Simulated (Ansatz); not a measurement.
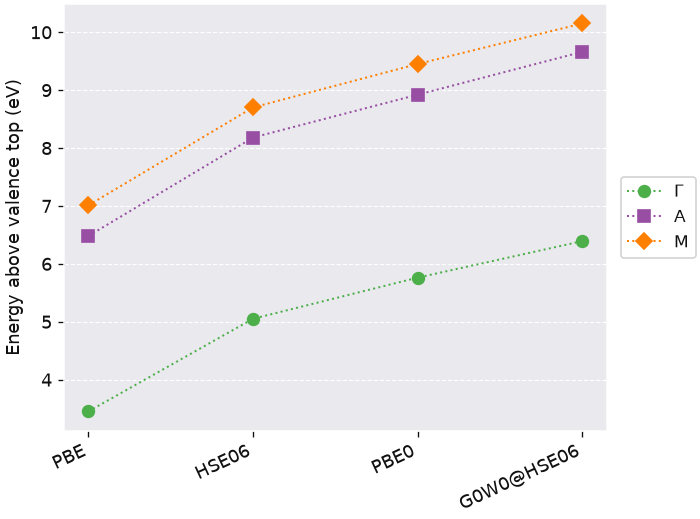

Lowest conduction level at each named k point, counted from the valence-band top at Γ, by several methods on one cell of MgO, space group P6_3/mmc (No. 194), 4 atoms in the cell, relaxed with r2SCAN; a = 3.484 Å, c = 4.185 Å (hexagonal axes). All runs are without spin-orbit coupling and carry no moments. The cell is at 4 GPa in PBE.

| method | program | Γ (eV) | A (eV) | M (eV) |
| --- | --- | --- | --- | --- |
| PBE | Ansatz | 3.45 | 6.48 | 7.01 |
| HSE06 | Ansatz | 5.05 | 8.18 | 8.70 |
| PBE0 | Ansatz | 5.76 | 8.92 | 9.45 |
| G0W0@HSE06 | Ansatz | 6.39 | 9.66 | 10.15 |

### One method is left out: G0W0@PBE. Predict its row. It was run as: PBE, Ansatz PAW set, 6×6×4 k mesh, 420 eV cutoff, fixed occupations (Ansatz), G0W0 with empty bands 131, screening cutoff 120 eV and frequency treatment contour deformation.

It starts from PBE, whose row gives 3.45 eV at Γ. G0W0@PBE gives 5.48 eV at Γ, 8.77 eV at A and 9.27 eV at M, which is +2.03 eV from PBE at Γ.

### Does G0W0@PBE shift these levels rigidly from PBE?

The shifts are +2.03 eV at Γ, +2.29 eV at A and +2.26 eV at M, and at points that aren't plotted +2.18 eV (L) and +2.29 eV (H): over the named points that both runs hold, a spread of 0.26 eV on a mean of 2.21 eV, so one shift describes them only roughly.

### How do the methods rank at Γ?

From low to high: PBE 3.45, HSE06 5.05, G0W0@PBE 5.48, PBE0 5.76, G0W0@HSE06 6.39 eV.

Settings. PBE: Ansatz PAW set, 12×12×6 k mesh, 420 eV cutoff, Fermi-Dirac smearing of 0.02 eV (Ansatz 0.2.0). HSE06: Ansatz PAW set, 6×6×4 k mesh, 420 eV cutoff, fixed occupations (Ansatz 0.2.0). PBE0: Ansatz PAW set, 6×6×4 k mesh, 420 eV cutoff, fixed occupations (Ansatz 0.2.0). G0W0@HSE06: HSE06, Ansatz PAW set, 6×6×4 k mesh, 420 eV cutoff, fixed occupations (Ansatz 0.2.0), G0W0 with empty bands 165, screening cutoff 140 eV and frequency treatment contour deformation.

These are five of the 12 methods that were run on this cell. The usual form of MgO is rocksalt. HSE06, PBE0 and G0W0@HSE06: the PAW data sets were made with another functional. LDA, GGA and most meta-GGA functionals understate gaps. The GW runs differ in bands or cutoffs. The GW values are at finite bands, cutoffs and mesh, short of the basis limit.
